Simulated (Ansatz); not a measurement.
**HC$_{18}$Cl (slab): density, localisation and related maps**

Input file:

```
crystal:
  lattice:
    - [7.398, 0.0, 0.0]
    - [-3.699, 6.406856, 0.0]
    - [0.0, 0.0, 11.0]
  atoms:
    - { symbol: C, position: [0.0, 0.0, 0.0909091] }
    - { symbol: C, position: [0.2222222, 0.1111111, 0.0909091] }
    - { symbol: C, position: [0.0, 0.3333333, 0.0909091] }
    - { symbol: C, position: [0.2222222, 0.4444444, 0.0909091] }
    - { symbol: C, position: [0.0, 0.6666667, 0.0909091] }
    - { symbol: C, position: [0.2222222, 0.7777778, 0.0909091] }
    - { symbol: C, position: [0.3333333, 0.0, 0.0909091] }
    - { symbol: C, position: [0.5555556, 0.1111111, 0.0909091] }
    - { symbol: C, position: [0.3333333, 0.3333333, 0.0909091] }
    - { symbol: C, position: [0.5555556, 0.4444444, 0.0909091] }
    - { symbol: C, position: [0.3333333, 0.6666667, 0.0909091] }
    - { symbol: C, position: [0.5555556, 0.7777778, 0.0909091] }
    - { symbol: C, position: [0.6666667, 0.0, 0.0909091] }
    - { symbol: C, position: [0.8888889, 0.1111111, 0.0909091] }
    - { symbol: C, position: [0.6666667, 0.3333333, 0.0909091] }
    - { symbol: C, position: [0.8888889, 0.4444444, 0.0909091] }
    - { symbol: C, position: [0.6666667, 0.6666667, 0.0909091] }
    - { symbol: C, position: [0.8888889, 0.7777778, 0.0909091] }
    - { symbol: Cl, position: [0.935658, 0.0459788, 0.3163636] }
    - { symbol: H, position: [1.0200626, 0.2329833, 0.3572727] }
basis:
  ecutwfc: 420.0
kpoints:
  mp_grid: { grid: [2, 2, 1] }
hamiltonian:
  xc: pbe
  dispersion: d3bj
scf:
  occupations: { method: fermi_dirac, width: 0.02 }
  lower_state_search: "off"
relax:
  f_tol: 0.03
  max_steps: 60
  adjacent_minimum: "off"
output:
  write_density: true
  write_potential: true
  elf: true
  volumetric_format: npy
```

Command:

```sh
ansatz run input.yaml --threads 1 --pin off --max-ram 3072MiB --backend cpu --events-out ev --progress --plain --runs-dir out
```

The fields are those of the relaxed geometry.

The calculation used DFT PBE-D3(BJ), scalar-relativistic, plane waves, PAW in Ansatz.

In a PAW calculation such maps are meaningful between the atoms, not at the nuclei.

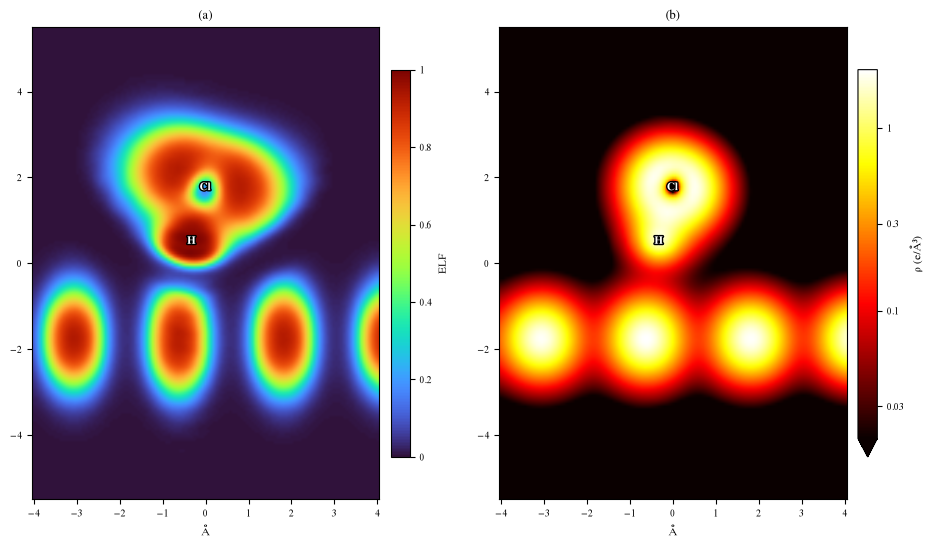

Figure 1. (a) ELF; (b) valence charge density (pseudo) on the (010) plane of the calculation cell, a cut from vacuum to vacuum.

Interpret the plot.

Answer.
- The plane passes through Cl and H nuclei.
- Atoms just off the plane (C, 0.6 Å away) can leave unmarked features too.
- Cl–H (1.30 Å): the density is about 1.9 e/Å³ at the midpoint; the ELF climbs to about 1 towards the hydrogen, as it does in any bond to H; a covalent bond by its length.
- The density dies away to nearly zero in the vacuum.
- The ELF also peaks beside Cl, away from the bonds: lone-pair regions.

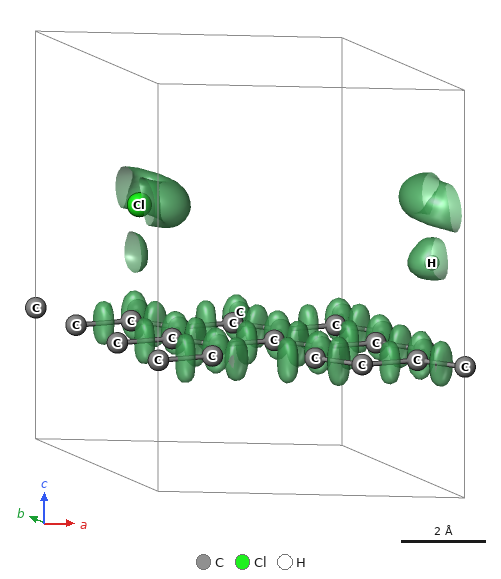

Figure 2. Isosurface of the ELF at 0.85 (green), seen slightly off an axis. Only the valence region is drawn (cores and ρ < 0.01 e/Å³ removed). Sticks mark near contacts.

Where are the electrons localised?

Answer. At this value the surface marks out 27 regions between bonded C–C atoms (shared pairs), one region around a hydrogen nucleus and one ring or bowl of non-bonding electrons around Cl, counted in one cell of 20 atoms. Counts are for one cell; the picture repeats the cell along the surface. Profiles from the grid: C–C (1.41 Å): the ELF peaks at about 0.95 between the atoms; a covalent bond.
